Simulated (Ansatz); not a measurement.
WS2: several calculations on one system

Part 1: Relaxation

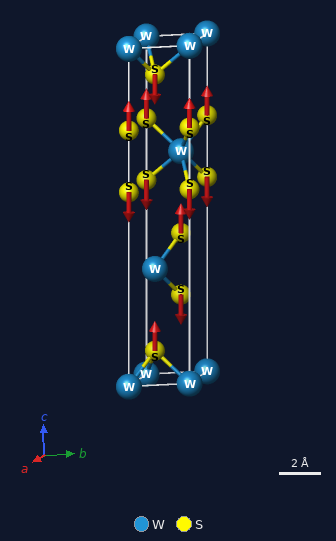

This is a relaxation of solid WS$_{2}$ (set up in R3m). The starting structure is drawn; red arrows show the displacements (the part carried along by the change of the cell is left out), 50 times their true length.

The picture is a ball-and-stick view of the conventional cell (3 times the calculation's cell), seen slightly off an axis. Lengths and directions refer to the drawn axes.

Case: volume × 0.94, shape and atoms relaxed.

Method: DFT PBEsol+D3(BJ), scalar-relativistic, plane waves, PAW (Ansatz 0.2.0).

Input
```yaml
crystal:
  lattice:
    - [1.5360751134, 0.8868533802, 5.6647185709]
    - [-1.5360751134, 0.8868533802, 5.6647185709]
    - [0.0, -1.7737067604, 5.6647185709]
  atoms:
    - { symbol: W, position: [0.0006168779, 0.0006168779, 0.0006168779] }
    - { symbol: S, position: [0.2426439531, 0.2426439531, 0.2426439531] }
    - { symbol: S, position: [0.425439169, 0.425439169, 0.425439169] }
basis:
  ecutwfc: 420
kpoints:
  mp_grid: { grid: [12, 12, 12] }
hamiltonian:
  xc: pbesol
  dispersion: d3bj
scf:
  occupations: { method: gaussian, width: 0.02 }
output:
  forces: true
  stress: true
  eigenvalues: true
relax:
  adjacent_minimum: "off"
  f_tol: 0.01
  max_steps: 30
  cell: { stress_tol: 0.1, fix: [volume] }
```

Command:
```bash
ansatz run input.yaml --threads 1 --pin off --max-ram 2560MiB --backend cpu --events-out ev --progress --plain --runs-dir out
```

Q: Which element moves most?

A: Sulfur: up to 0.031 Å, against 0.000 Å for tungsten.

Q: What did the optimiser do to the structure, and how much energy did it gain?

A: Over 4 accepted moves (5 points after the start) the energy falls by 5.6 meV per atom. Largest force component: 0.59 eV/Å at the start, 0.00014 eV/Å at the end. Pressure: 9.21 GPa at the start and 5.53 GPa at the end. The SCF was repeated once at an unchanged geometry on a basis and grid sized afresh for the cell, which shifted the energy by less than 0.05 meV per atom at most. The largest moves relative to the cell, 0.031 Å, are those of S2 and S3. S3 goes along −c. W stays in place. The drawn cell changes at constant volume: a = b 3.072 → 3.085 Å (+0.4 %), c 16.994 → 16.852 Å (−0.8 %). Some distances before and after: W1–S3 2.359 → 2.376 Å, W1–S2 2.357 → 2.373 Å, W1–W1 3.072 → 3.085 Å. The space group stays R3m (No. 160). The run took 94 s on 1 thread of Arm Neoverse V2, on a shared host, peak memory 0.46 GiB.

Part 2: Relaxation

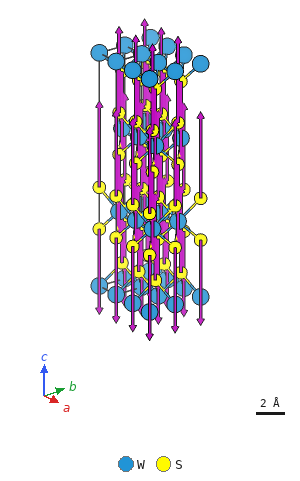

This is a relaxation of a crystal of WS₂ (set up in R3m). The starting structure is drawn; purple arrows show the displacements (the part carried along by the change of the cell is left out), 200 times their true length.

The picture is a ball-and-stick view of the conventional cell (3 times the calculation's cell), repeated 3 × 2 × 1 with one cell outlined, seen slightly off an axis. Lengths and directions refer to the drawn axes.

Case: volume × 0.97, shape and atoms relaxed.

The calculation used Ansatz 0.2.0, DFT PBEsol+D3(BJ), scalar-relativistic, plane waves, PAW. Settings: plane-wave cutoff 420 eV; k-point mesh 12 × 12 × 12; occupations gaussian; smearing width 0.02 eV; no spin polarisation; cell relaxed at fixed volume; force threshold 0.01 eV/Å; at most 30 steps.

### Atoms of which element are displaced furthest, and by how much?

Sulfur: up to 0.032 Å, against 0.000 Å for tungsten.

### What did the optimiser do to the structure, and how much energy did it gain?

The largest moves relative to the cell, 0.032 Å, are those of S atoms. W stays in place. The drawn cell changes at constant volume: a = b 3.089 → 3.104 Å (+0.5 %), c 17.347 → 17.173 Å (−1.0 %). Some distances before and after: S–W 2.365 → 2.384 Å, W–W 3.089 → 3.104 Å. The space group stays R3m (No. 160). The energy falls by 17.3 meV per cell of the calculation in 4 accepted moves (5 points after the start). The largest force component goes from 0.57 to 0.00019 eV/Å. The pressure goes from 6.16 to 2.36 GPa. At 1 point the geometry stayed and the basis and grid were re-selected for the new cell (energy shift of less than 0.05 meV per cell of the calculation at most each time). The run took 98 s on 1 thread of Arm Neoverse V2, on a shared host, peak memory 0.46 GiB.

Part 3: A change

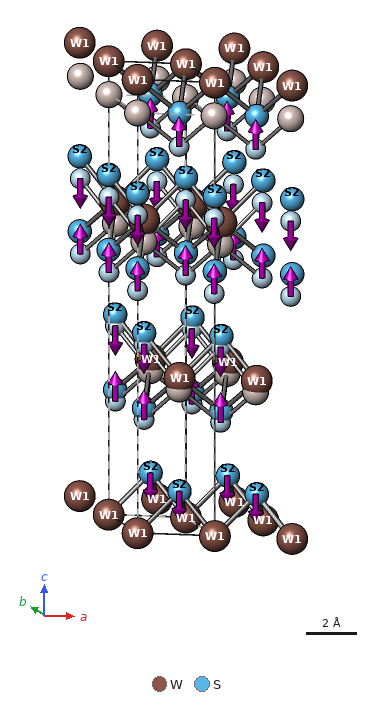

Solid WS$_{2}$ (set up in R3m), drawn pale, and a changed version of it, drawn solid. The purple arrows show how the atoms are displaced (without the part that the change of the cell carries along), magnified 10 times. The picture is a ball-and-stick view of the conventional cell (3 times the calculation's cell), repeated 2 × 2 × 1 with one cell outlined, seen from a free direction. Lengths and directions refer to the drawn axes.

Method: DFT PBEsol+D3(BJ), scalar-relativistic, plane waves, PAW in Ansatz 0.2.0. (plane-wave cutoff 420 eV; k-point mesh 12 × 12 × 12; occupations gaussian; smearing width 0.02 eV; no spin polarisation)

### What was done to the structure, and with what result?

The volume is changed by +10.0 %. The cell's shape and the atoms are relaxed at that volume. The drawn cell changes as follows: a = b 3.120 → 3.151 Å (+1.0 %), c 17.524 → 18.910 Å (+7.9 %); the volume changes by +10.0 %. The largest moves relative to the cell, 0.13 Å, are those of S atoms. W stays in place. Some distances before and after: S–W 2.389 → 2.400 Å. The space group stays R3m (No. 160). It costs 23.2 meV per atom. The pressure goes from 0.0 to −3.6 GPa.
